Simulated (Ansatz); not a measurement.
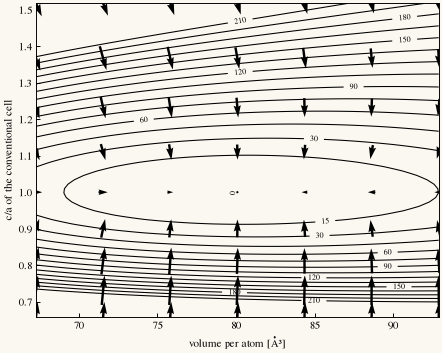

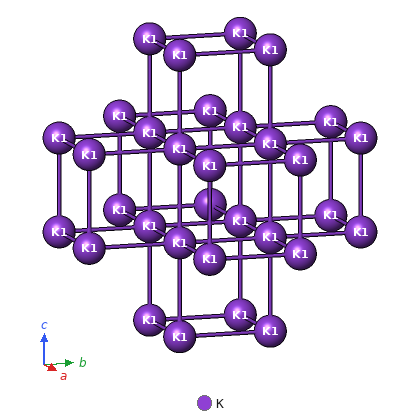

Energy landscape of K (Pm-3m, No. 221; 1 atom in the cell). The energy is mapped over volume and the cell's shape. First axis: volume per atom. Second axis: c/a of the conventional cell. Nothing is relaxed (symmetry fixes all fractional coordinates). The grid has 7 × 9 points. Points are written as (first, second). Energies: meV/atom, counted from the lowest grid point. The calculation used Ansatz, DFT r2SCAN, scalar-relativistic, plane waves, PAW. Settings: cutoff 500 eV, k-mesh 12×12×12, gaussian smearing 0.15 eV, no spin polarisation.

The picture shows contour lines labelled in meV/atom (none above 210), arrows along the force (downhill), their lengths compressed. Between grid points the surface is interpolated. The second picture is the structure at the lowest point

Q: Describe this landscape.

A: The lowest grid point is at (80.1 Å³, 1.000). No other kind of well shows on this grid. The highest grid point, (67.3 Å³, 0.659), lies 378 meV/atom above the lowest.

The input of one point:

```yaml
crystal:
  lattice:
    - [4.31043949, 0.0, 0.0]
    - [0.0, 4.31043949, 0.0]
    - [0.0, 0.0, 4.31043949]
  atoms:
    - { symbol: K, position: [0.0, 0.0, 0.0] }
basis:
  ecutwfc: 500
kpoints:
  mp_grid: { grid: [12, 12, 12] }
hamiltonian:
  xc: r2scan
scf:
  occupations: { method: gaussian, width: 0.15 }
output:
  forces: true
  stress: true
  eigenvalues: true
```

The whole map (63 points run) took 4.8 min on 1 thread of AMD EPYC 9R45 96-Core Processor (Zen 5), on a shared host.
